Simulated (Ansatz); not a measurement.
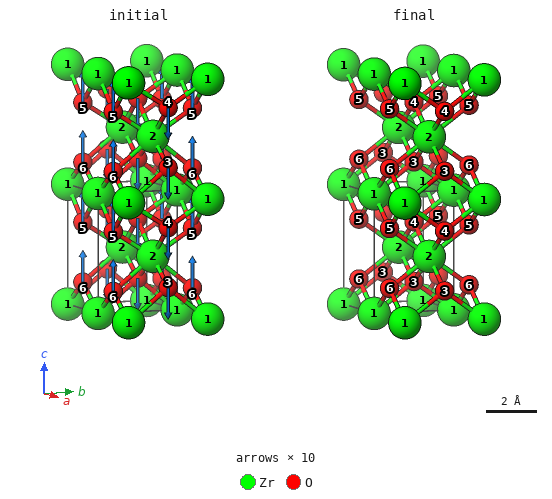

The structure of crystalline ZrO₂ (set up in P4_2/nmc) before (left) and after (right) a relaxation, at one scale. The blue arrows give the displacements (the part carried along by the change of the cell is left out), magnified 10 times.

A ball-and-stick model of the cell of the calculation, repeated 2 × 1 × 2 with one cell outlined, seen slightly off an axis.

Case: relaxed at 50 GPa.

Method: DFT r2SCAN, scalar-relativistic, plane waves, PAW (Ansatz 0.2.0). Settings: plane-wave cutoff 500 eV; k-point mesh 8 × 8 × 6; occupations gaussian; smearing width 0.02 eV; target pressure 50 GPa; no spin polarisation; cell and atoms relaxed; force threshold 0.008 eV/Å; at most 50 steps.

> Describe what moved and what it gained.

The largest moves relative to the cell, 0.13 Å, are those of O3, O4, O5 and O6. O5 goes along +c. Zr stays in place. The drawn cell changes as follows: a = b 3.413 → 3.430 Å (+0.5 %), c 4.859 → 4.850 Å (−0.2 %); the volume changes by +0.8 %. Among the contacts that change: Zr1–O4 2.018 → 2.097 Å, Zr1–O3 2.178 → 2.104 Å, Zr1–Zr1 3.413 → 3.430 Å, Zr1–Zr2 3.425 → 3.430 Å. Among the angles between lasting bonds that change: Zr1–O3–Zr1 103.2° → 109.2°, Zr2–O3–Zr2 115.5° → 109.7°. The space group stays P4_2/nmc (No. 137). After 5 accepted moves (6 points after the start) the energy has fallen by 31.5 meV per atom. With the target pressure of 50 GPa, the enthalpy E + pV changes by −8.9 meV per atom. The largest force component goes from 0.28 to 0.0015 eV/Å. Pressure: 56.43 GPa at the start and 50.00 GPa at the end. At 1 point the geometry stayed and the basis and grid were re-selected for the new cell (energy shift of 0.1 meV per atom at most each time).
